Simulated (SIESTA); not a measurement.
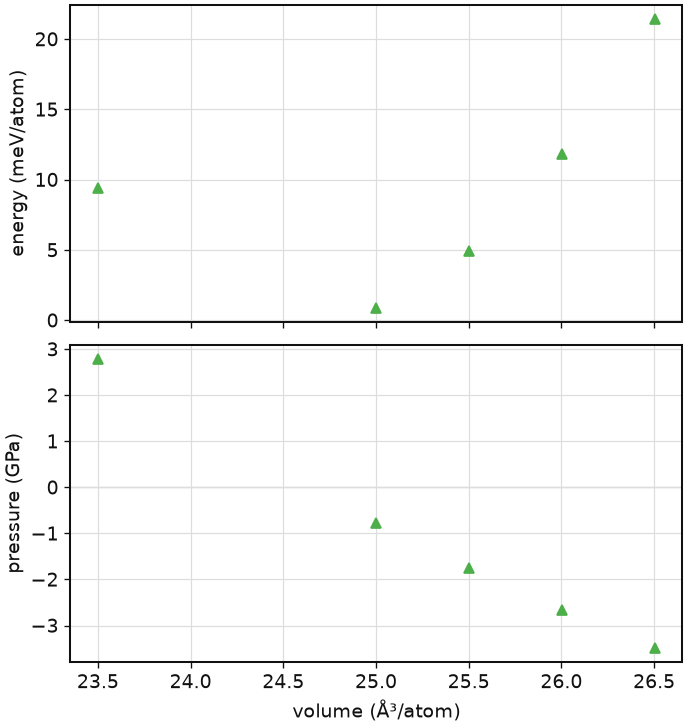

Plotted: energy and pressure against volume for Sc, space group P6_3/mmc (No. 194).

Cell as given: a = 3.309 Å, b = 3.309 Å, c = 5.273 Å, α = 90.00°, β = 90.00°, γ = 120.00°; 2 atoms.

Computed with SIESTA 5.4.2: DFT in numerical atomic orbitals with pseudopotentials, no spin polarisation; energies at scaled volumes of the given cell, shape and fractions fixed, counted from the fit's minimum, third-order Birch-Murnaghan fit. Level: PBE.

```
         setting                                                                     value
          k mesh                                                                     9×9×5
     occupations                                                               Fermi–Dirac
  smearing width                                                                   0.05 eV
      potentials  PseudoDojo 0.4 standard, converted to PSML, two zetas on semicore shells
program settings                                             basis DZP, mesh cutoff 800 Ry
```

The points at volume 24.00 Å³/atom and 24.50 Å³/atom are left out of the plot. What values does the calculation give there?

```json
{"volume (Å³/atom)": "24.00", "energy (meV/atom)": "2.84", "pressure (GPa)": "1.48"}
{"volume (Å³/atom)": "24.50", "energy (meV/atom)": "0.12", "pressure (GPa)": "0.29"}
```

Caveats: mulliken charges of long orbitals; shape and atomic fractions are frozen while scaling, which makes layered, chain and framework solids too stiff.
